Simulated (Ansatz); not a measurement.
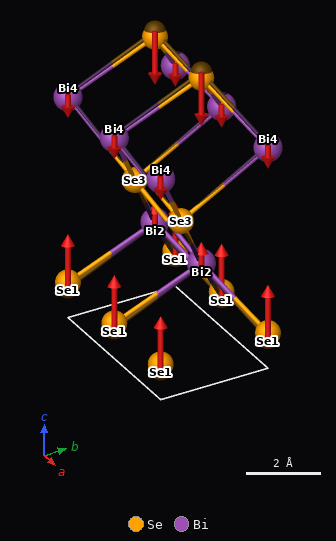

This is a relaxation of a slab of composition Bi2Se3. The starting structure is drawn faded, the final one solid; red arrows show the displacements, magnified 10 times.

Style: ball-and-stick. Shown: the 2 × 1 repeat of the cell, outlined in the plane, without the vacuum, slightly off an axis.

Case: biaxial strain +0.040, atoms relaxed.

Level of theory: Ansatz, DFT PBE+D3(BJ), scalar-relativistic, plane waves, PAW.

Input file:
```yaml
crystal:
  lattice:
    - [4.289318363, 0.0, 0.0]
    - [-2.1446591815, 3.7146586673, 0.0]
    - [0.0, 0.0, 39.9824371327]
  atoms:
    - { symbol: Se, position: [0.0, 0.0, 0.4120204152] }
    - { symbol: Bi, position: [0.3333333333, 0.6666666667, 0.4515306527] }
    - { symbol: Se, position: [0.6666666667, 0.3333333333, 0.5] }
    - { symbol: Bi, position: [0.0, 0.0, 0.5484693473] }
    - { symbol: Se, position: [0.3333333333, 0.6666666667, 0.5879795848] }
  periodic: [true, true, false]
basis:
  ecutwfc: 420
kpoints:
  mp_grid: { grid: [12, 12, 1] }
  band_path:
    path:
      - [0, 0, 0]
      - [0.5, 0, 0]
      - [0.3333333333333, 0.3333333333333, 0]
      - [0, 0, 0]
    npoints: 8
hamiltonian:
  xc: pbe
  dispersion: d3bj
scf:
  occupations: { method: gaussian, width: 0.02 }
output:
  forces: true
  stress: true
  eigenvalues: true
  write_density: true
  write_potential: true
  elf: true
  volumetric_format: npy
relax:
  adjacent_minimum: "off"
  f_tol: 0.01
  max_steps: 40
```

Run as
```bash
ansatz run input.yaml --threads 4 --pin off --max-ram 10240MiB --backend cpu --events-out ev --progress --plain --runs-dir out
```

Q: Atoms of which element are displaced furthest, and by how much?

A: Selenium: up to 0.15 Å, against 0.07 Å for bismuth.

Q: What happened in the run?

A: The largest moves, 0.15 Å, are those of Se1 and Se5. Se1 goes along the normal (+c). Largest moves by element: Se 0.15 Å, Bi 0.07 Å. The cell doesn't change. Among the contacts that change: Bi4–Se5 2.937 → 2.893 Å, Bi2–Se3 3.145 → 3.104 Å. Over 3 accepted moves (4 points after the start) the energy falls by 63.7 meV per cell of the calculation. The largest force component goes from 0.5 to 0.00019 eV/Å. 1 step only repeated the SCF at the same geometry.
